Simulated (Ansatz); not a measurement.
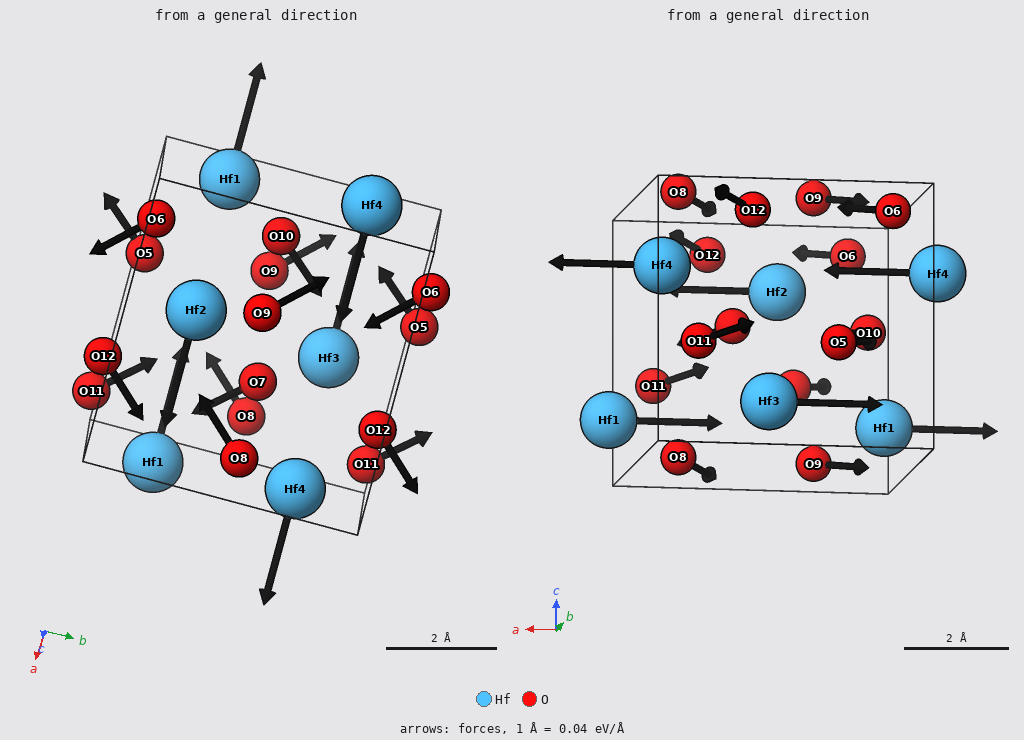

A spheres-only rendering, viewed from two general directions. The lines enclose the simulation cell; boundary atoms appear with their images. The arrows are the computed forces on the atoms.

System: HfO₂. The calculation: DFT, PBE, plane waves, PAW in Ansatz, with 420 eV cutoff, a 6×6×6 k-point grid, Fermi-Dirac smearing of 0.02 eV, no spin polarisation.

Is this an equilibrium geometry?

Answer. No. The atoms still feel forces of up to about 0.069 eV/Å, above a usual threshold of 0.01 to 0.03 eV/Å.

Which atom carries the strongest force?

Answer. All Hf atoms, about 0.069 eV/Å.

The initial geometry was a structure listed in the Materials Project. The cell was then strained or its atoms displaced on purpose. A calculation with Ansatz used it as input.
